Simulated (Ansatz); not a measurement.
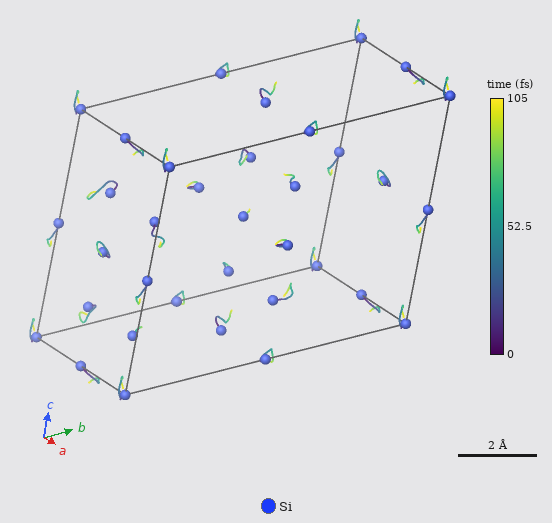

Molecular dynamics of a 16-atom cell of Si, 105 fs long. The cell was cut from the diamond crystal. Lines trace each atom's path, coloured by time; spheres stand at the starting positions. Seen slightly off an axis in the reduced simulation cell.

The calculation used Ansatz 0.2.0, DFT LDA, scalar-relativistic, plane waves, PAW. Set-up: plane-wave cutoff 420 eV; k-point mesh 2 × 2 × 2; Fermi-Dirac smearing 0.36 eV; volume 1.05 times that of the relaxed crystal; Langevin thermostat (NVT); set temperature 4200 K; time step 1.5 fs; friction 0.005 per fs.

**How do the atoms move?**

Root-mean-square distances from the starting positions over the second half, with the common drift of all atoms taken out: Si 0.43 Å. The run lasts only 105 fs, too short to tell vibration from diffusion.
